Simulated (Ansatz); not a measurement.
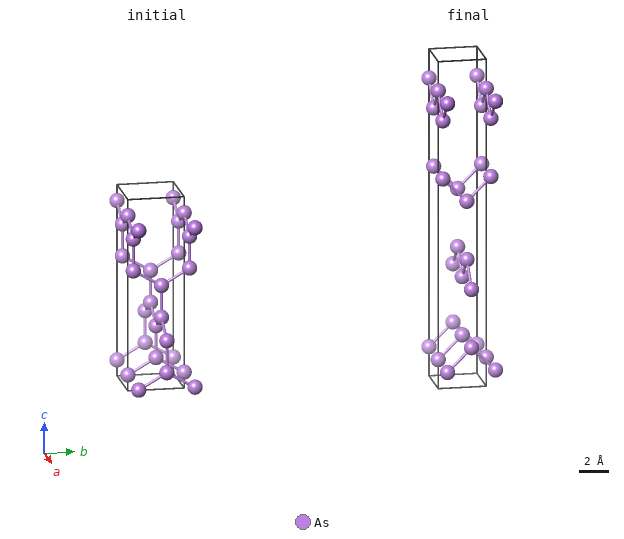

The structure of crystalline As (a generated structure, set up in I4_1/amd) (coarse preliminary run) before (left) and after (right) a relaxation, at one scale.

Style: ball-and-stick. Shown: the conventional cell (2 times the calculation's cell), repeated 2 × 1 × 1 with one cell outlined, slightly off an axis. Lengths and directions refer to the drawn axes.

Level of theory: DFT PBE, scalar-relativistic, plane waves, PAW in Ansatz. Set-up: plane-wave cutoff 420 eV; k-point mesh 6 × 6 × 6; occupations gaussian; smearing width 0.1 eV; no spin polarisation; cell and atoms relaxed; force threshold 0.04 eV/Å; at most 70 steps.

Describe what moved and what it gained.

Answer. The largest moves relative to the cell, 0.13 Å, are those of As atoms. The drawn cell changes as follows: a = b 3.957 → 3.375 Å (−14.7 %), c 13.709 → 23.440 Å (+71.0 %); the volume changes by +24.3 %. Some distances before and after: As–As 2.285 → 4.174 Å, As–As 2.285 → 2.385 Å. Bonds break: As–As (2.28 → 4.17 Å). Bond angles that change, for instance: As–As–As 120.0° → 90.1°. The space group stays I4_1/amd (No. 141). The energy falls by 549 meV per atom in 19 accepted moves (23 points after the start). Largest force component: 0.54 eV/Å at the start, 0.0026 eV/Å at the end. Pressure: 15.04 GPa at the start and 0.17 GPa at the end. The line search rejected the trial step at point 16 of the run. At 3 points the geometry stayed and the basis and grid were re-selected for the new cell (energy shift of 30.8 meV per atom at most each time). The run took 2.3 min on 1 thread of Arm Neoverse V2, on a shared host, peak memory 0.42 GiB.
